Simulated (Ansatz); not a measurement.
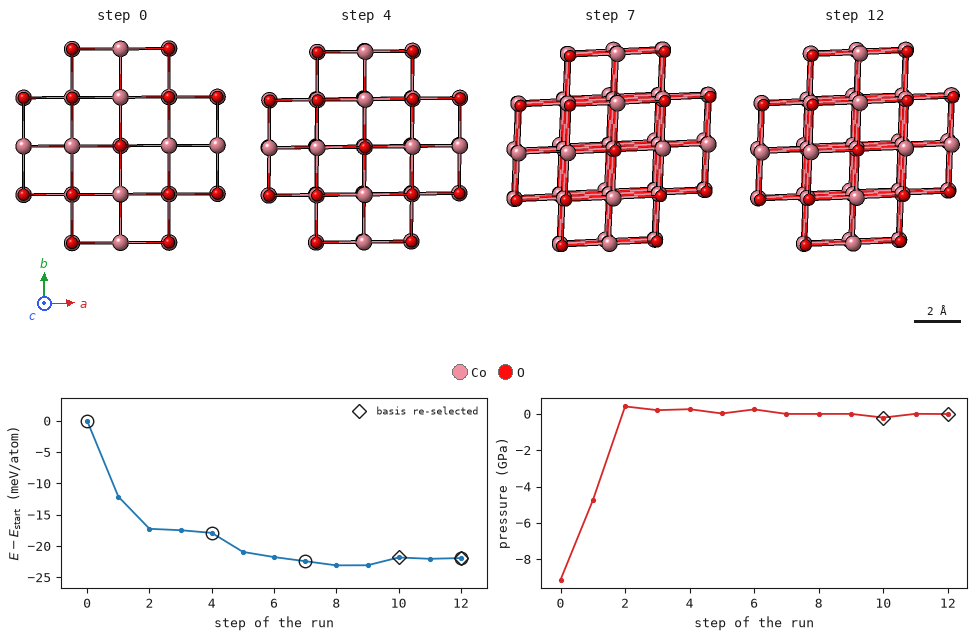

Frames of a relaxation of solid CoO (set up in R-3m), marked on the history of the run. The picture is a ball-and-stick view of the larger cell on standard axes (4 times the calculation's cell), seen along the c axis.

The run lets cell and atoms move.

Level of theory: Kohn-Sham DFT of a periodic cell, PBEsol, Ansatz PAW (Ansatz 0.2.0).

Input
```yaml
crystal:
  lattice:
    - [1.5054695445, 0.8691832468, 2.4399269062]
    - [-1.5054695445, 0.8691832468, 2.4399269062]
    - [0.0, -1.7383664936, 2.4399269062]
  atoms:
    - { symbol: Co, position: [0.0, 0.0, 0.0], spin: 2.0 }
    - { symbol: O, position: [0.5, 0.5, 0.5] }
hamiltonian:
  xc: pbesol
  pseudopotentials: { kind: paw }
magnetization:
  spin_polarized: true
kpoints:
  mp_grid: { grid: [11, 11, 11] }
scf:
  occupations: { method: fermi_dirac, width: 0.05 }
output:
  forces: true
  stress: true
  eigenvalues: true
relax:
  f_tol: 0.01
  max_steps: 40
  cell: { stress_tol: 0.05 }
```

Launched with:
```bash
ansatz run input.yaml --threads 2 --pin off --max-ram 5632MiB --backend cpu --events-out ev --progress --plain --runs-dir out
```

> What happens along the run?

No atom moves by more than 0.005 Å relative to the cell. The drawn cell changes as follows: a = b = c 4.247 → 4.166 Å (−1.9 %), α 90.3° → 94.3°, β 89.7° → 85.7°, γ 89.7° → 85.7°; the volume changes by −6.5 %. Some distances before and after: Co–O 2.124 → 2.083 Å. Bond angles that change, for instance: O–Co–O 90.3° → 94.3°, Co–O–Co 90.3° → 94.3°, O–Co–O 89.7° → 85.7°. The space group stays R-3m (No. 166). The energy falls by 21.9 meV per atom in 10 accepted moves (12 points after the start). All forces vanish by symmetry, so only the cell relaxes. Pressure: −9.13 GPa at the start and −0.01 GPa at the end. The SCF was repeated twice at an unchanged geometry on a basis and grid sized afresh for the cell, which shifted the energy by 1.2 meV per atom at most. Cost: 57 s on 2 threads of Arm Neoverse V1, on a shared host, peak memory 0.41 GiB. From step 0 to 4: volume −5.3 %, energy −17.9 meV per atom. From step 4 to 7: volume −1.5 %, energy −4.5 meV per atom. From step 7 to 12: volume +0.3 %, energy +0.5 meV per atom.

```tsv
step	E − E(0), meV/atom	pressure, GPa	volume, Å³/atom	note
0	0.00	-9.13	9.578	
1	-12.10	-4.76	9.329	
2	-17.24	0.41	9.069	
3	-17.46	0.21	9.077	
4	-17.89	0.26	9.071	
5	-20.93	0.02	9.048	
6	-21.75	0.25	9.023	
7	-22.41	0.00	8.936	
8	-23.07	0.00	8.980	
9	-23.06	0.00	8.984	
10	-21.82	-0.20	8.984	same geometry, new basis
11	-22.03	0.01	8.960	
12	-21.91	-0.01	8.960	same geometry, new basis
```

Limits of the set-up: only the magnetic order of this start and cell was tried (total moment 2.7 μB per cell).
